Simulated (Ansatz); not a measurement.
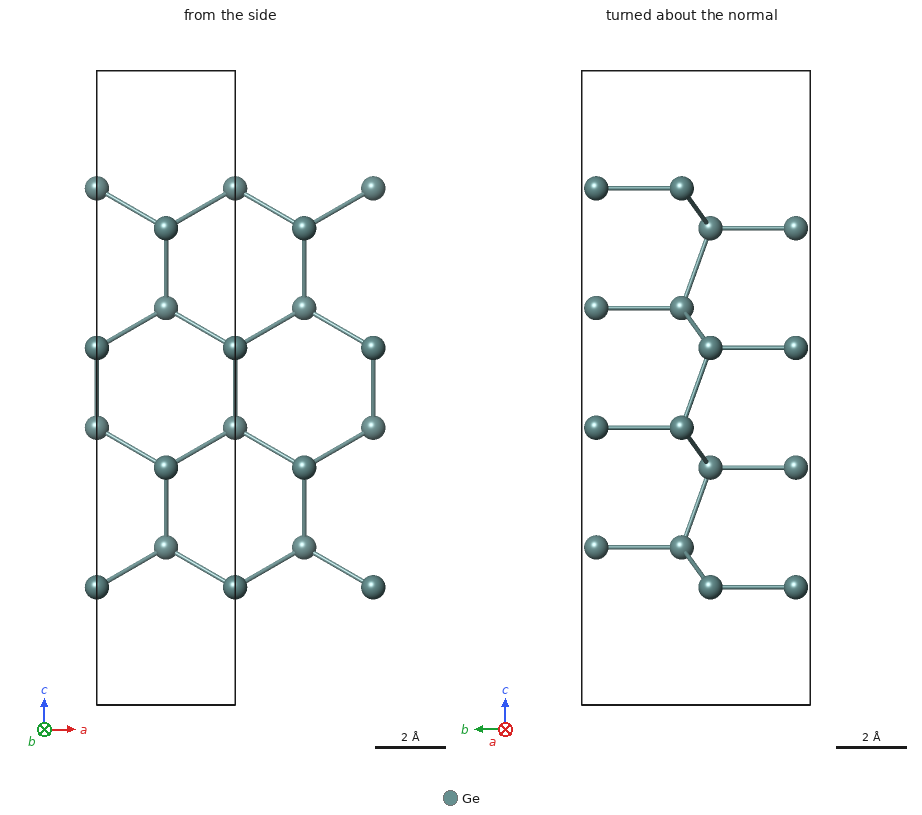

A ball-and-stick picture of a periodic slab, seen from the side and turned about the normal. The surface normal points up in side views; the box is the simulation cell. 2×1 cells are drawn in the plane, with atoms at the edges repeated.

The cell holds 16 Ge.

How far does the slab extend along the normal?

Answer. About 12 Å from the lowest to the highest atom, with about 7 Å of vacuum to the next image.

What layers make up the slab, from top to bottom?

Answer. Eight planes: Ge / Ge / Ge / Ge / Ge / Ge / Ge / Ge.

The initial geometry was a structure listed in the Materials Project. The cell was then strained or its atoms displaced on purpose. It was run through Ansatz as a DFT input.

At this level of theory the run's own cell isn't at rest (forces up to 0.7 eV/Å), so its distances can differ from those at equilibrium, the more so the softer the solid.
